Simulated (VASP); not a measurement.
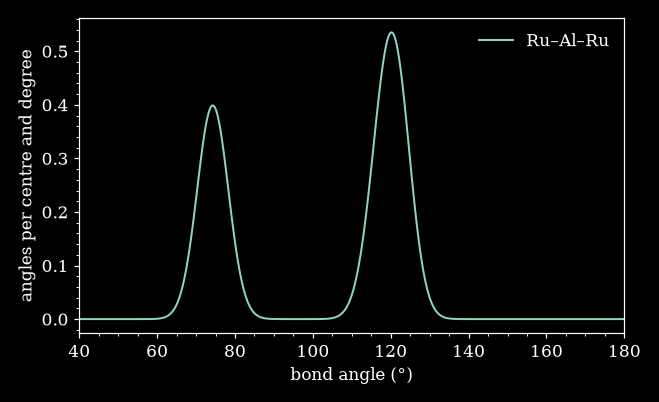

Bond-angle distributions computed from the structure of Al₂Ru; each angle is a Gaussian of σ = 4.0°. Bonds counted: Al–Ru up to 2.90 Å. Basis of the simulation: the end point of a relaxation with VASP Kohn-Sham DFT of a periodic cell, MS2, VASP PAW PBE potentials, recommended (VASP 6.6.1).

Give the groups of angles for each curve.

Ru–Al–Ru: 74° (4 per centre); 117–121° (6 per centre)

The structure has space group I4/mmm (No. 139); other forms of this composition would give other results.
